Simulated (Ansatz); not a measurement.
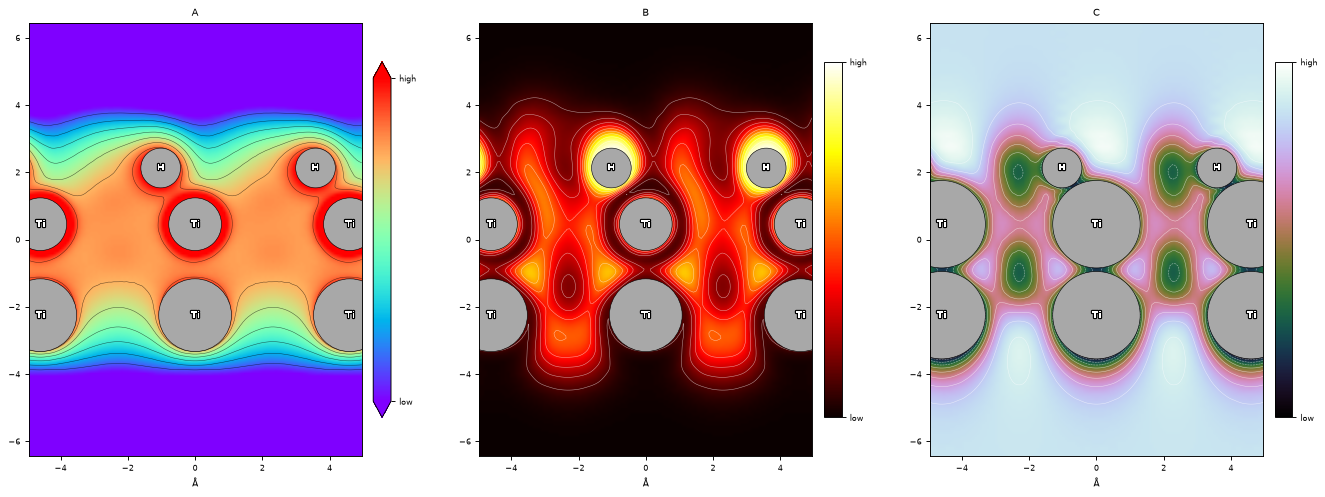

Ti₆H (slab): 3 fields on the (11̄0) plane of the calculation cell, a cut from vacuum to vacuum, with unlabelled colour scales. Grey discs cover the atomic cores.

Not relaxed (largest force 0.8 eV/Å); computed without spin polarisation; PAW files of the earlier set (soft_1).

The calculation used DFT PBE, scalar-relativistic, plane waves, PAW in Ansatz.

> Which field does each panel show? The fields are: electron localisation function, electrostatic potential energy of an electron and valence pseudo-density.

Panel A: valence pseudo-density. Panel B: electron localisation function. Panel C: electrostatic potential energy of an electron (low next to the atoms, rising into the space between them).
